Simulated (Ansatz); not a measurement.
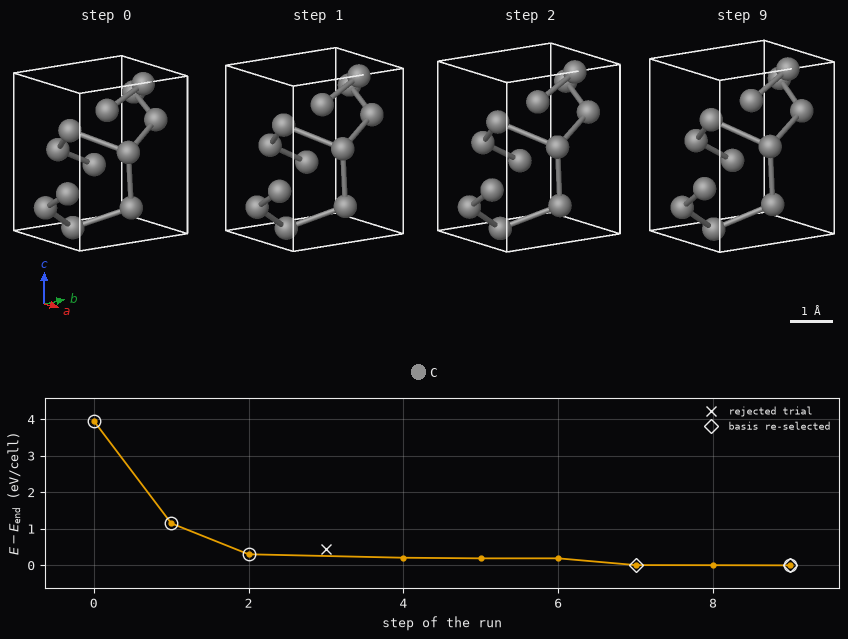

Frames of a relaxation of crystalline C (a generated structure, set up in P6_522) (coarse preliminary run), marked on the history of the run. The picture is a ball-and-stick view of the cell of the calculation, seen slightly off an axis.

The calculation used DFT PBE, scalar-relativistic, plane waves, PAW (Ansatz 0.2.0). Settings: plane-wave cutoff 420 eV; k-point mesh 6 × 6 × 4; occupations gaussian; smearing width 0.1 eV; no spin polarisation; cell and atoms relaxed; force threshold 0.04 eV/Å; at most 70 steps.

> What happens along the run?

After 6 accepted moves (9 points after the start) the energy has fallen by 3.957 eV per cell of the calculation. Largest force component: 1.3 eV/Å at the start, 0.0068 eV/Å at the end. Pressure: 97.24 GPa at the start and 0.19 GPa at the end. The line search rejected the trial step at point 3 of the run. The SCF was repeated twice at an unchanged geometry on a basis and grid sized afresh for the cell, which shifted the energy by 0.185 eV per cell of the calculation at most. The largest moves relative to the cell, 0.071 Å, are those of C atoms. Cell: a = b 4.191 → 4.450 Å (+6.2 %), c 3.797 → 4.141 Å (+9.1 %). Volume +22.9 %. Among the contacts that change: C–C 1.549 → 1.679 Å, C–C 1.497 → 1.549 Å, C–C 1.486 → 1.518 Å. Among the angles between lasting bonds that change: C–C–C 108.4° → 112.5°, C–C–C 95.2° → 98.4°, C–C–C 81.6° → 79.4°. The space group stays P6_522 (No. 179). Cost: 41 s on 1 thread of Arm Neoverse V2, on a shared host, peak memory 0.3 GiB. From step 0 to 1: C atoms move most (0.03 Å), volume +9.4 %, energy −2.806 eV per cell of the calculation. From step 1 to 2: C atoms move most (0.02 Å), volume +8.1 %, energy −0.848 eV per cell of the calculation. From step 2 to 9: C atoms move most (0.02 Å), volume +3.9 %, energy −0.303 eV per cell of the calculation.

```csv
step,"E − E(0), meV/atom","largest force component, eV/Å","pressure, GPa","volume, Å³/atom",note
0,0.00,1.2636,97.24,4.814,
1,-233.81,0.6037,42.38,5.268,
2,-304.50,0.4590,8.05,5.694,
3,-291.45,0.9804,7.95,5.856,rejected
4,-312.39,0.1472,3.68,5.785,
5,-313.80,0.0035,0.40,5.856,
6,-313.78,0.0013,0.01,5.863,
7,-329.19,0.0117,3.21,5.863,"same geometry, new basis"
8,-329.41,0.0070,0.16,5.916,
9,-329.78,0.0068,0.19,5.916,"same geometry, new basis"
```
